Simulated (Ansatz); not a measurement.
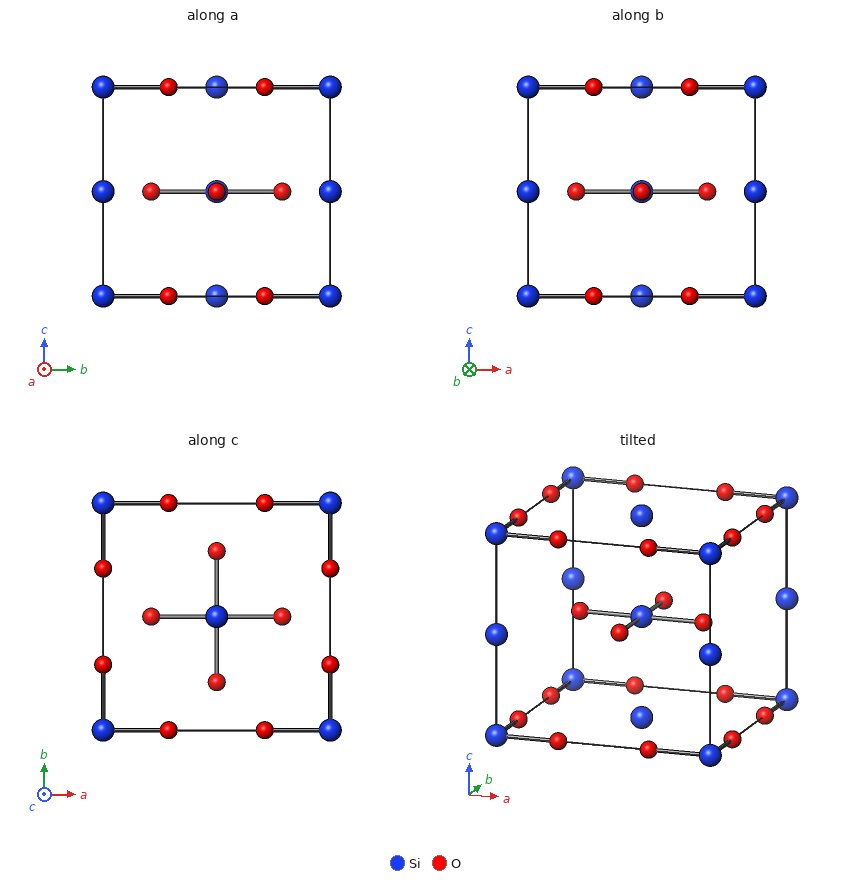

The image is a ball-and-stick drawing of a crystal, viewed along the a axis, along the b axis, along the c axis and slightly off an axis. The conventional unit cell is outlined; an atom on or near a face, edge or corner is repeated at each equivalent position.

Lattice parameters: a = 5.677 Å, b = 5.677 Å, c = 5.224 Å, α = 90.00°, β = 90.00°, γ = 90.00°.

Question: Set out the cell and atoms as a table of Wyckoff sites, with free fractional coordinates to two decimals.

Answer: Space group I4/mmm (No. 139).
```tsv
atom	site	x	y	z
Si	2a	0.00	0.00	0.00
Si	2b	0.00	0.00	0.50
O	8i	0.29	0.00	0.00
```

The structure comes from a random cell made by a generator, so it need not be a real form of the compound. Earlier steps of the study may have refined or changed the cell and positions. It went into a calculation with Ansatz.
